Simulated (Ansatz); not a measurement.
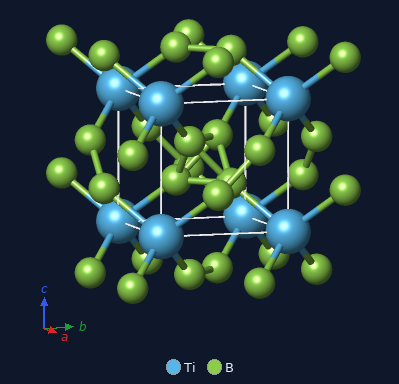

The figure gives a ball-and-stick picture of the atoms, viewed slightly off an axis. One conventional unit cell is framed, with atoms on its boundary repeated. Neighbours across the faces are drawn wherever a bond reaches them. Cell: a = 3.75 Å, b = 3.75 Å, c = 3.75 Å, α = 90.00°, β = 90.00°, γ = 90.00°.

The model was built from a structure type filled with these elements by a generator (whether the compound takes this form wasn't checked). Earlier steps of the study may have refined or changed the cell and positions. An electronic-structure calculation with Ansatz was run on it.

### Characterise what is shown.

The formula is TiB4. Space group: P-43m (No. 215). Lattice: primitive cubic. With Z = 1, the cell contains 1 Ti, 4 B. About every Ti there are four B in a tetrahedral arrangement at about 2.2 Å. About every B there are three B and one Ti (about 1.7 Å to B, 2.2 Å to Ti). The bonds build a three-dimensional framework.

Run with DFT PBE, scalar-relativistic, plane waves, PAW in Ansatz and these settings: a basis cut at 420 eV, a 10×10×10 mesh of k-points, Gaussian smearing of 0.1 eV, no spin polarisation.

### How large a gap does the method give, if there is one?

A metal: bands cross the Fermi level.

### How are the electrons shared out in a Bader analysis?

Ti +1.52 e; B -0.38 e.

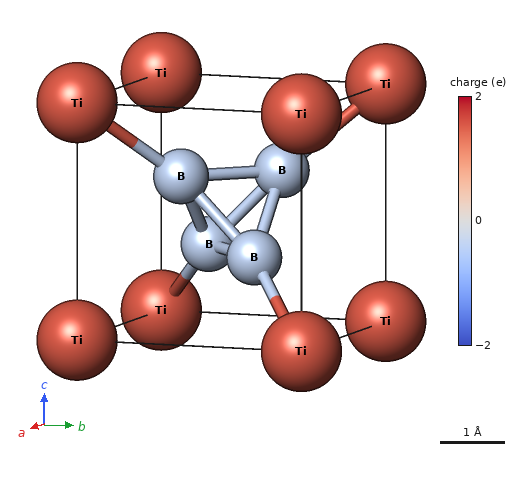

The atoms coloured by those charges. The run's cell of 5 atoms is drawn.

### Has the structure come to rest?

Yes. All forces vanish to within 0.01 eV/Å. The pressure is 0.0 GPa, close to zero.
